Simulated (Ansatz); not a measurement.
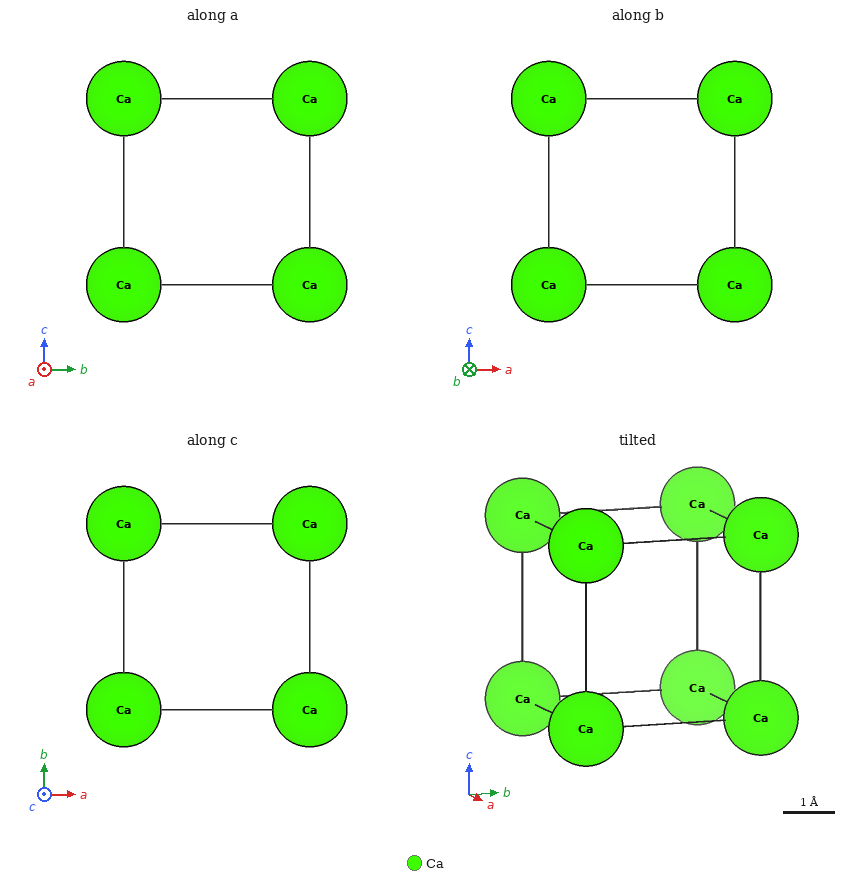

The image is a spheres-only drawing of a crystal, viewed along the a axis, along the b axis, along the c axis and slightly off an axis. Atoms at the boundary of the conventional unit cell (the box) are drawn once for each face, edge or corner they touch.

Lattice parameters: a = 3.664 Å, b = 3.664 Å, c = 3.664 Å, α = 90.00°, β = 90.00°, γ = 90.00°.

Convert the drawing into a table of Wyckoff sites.

Space group Pm-3m (No. 221).
| atom | site | x | y | z |
| --- | --- | --- | --- | --- |
| Ca | 1a | 0.0000 | 0.0000 | 0.0000 |

The initial geometry was a structure type filled with this element by a generator (whether the element takes this form wasn't checked). Earlier steps of the study may have refined or changed the cell and positions. Ansatz was used for an electronic-structure calculation on it.
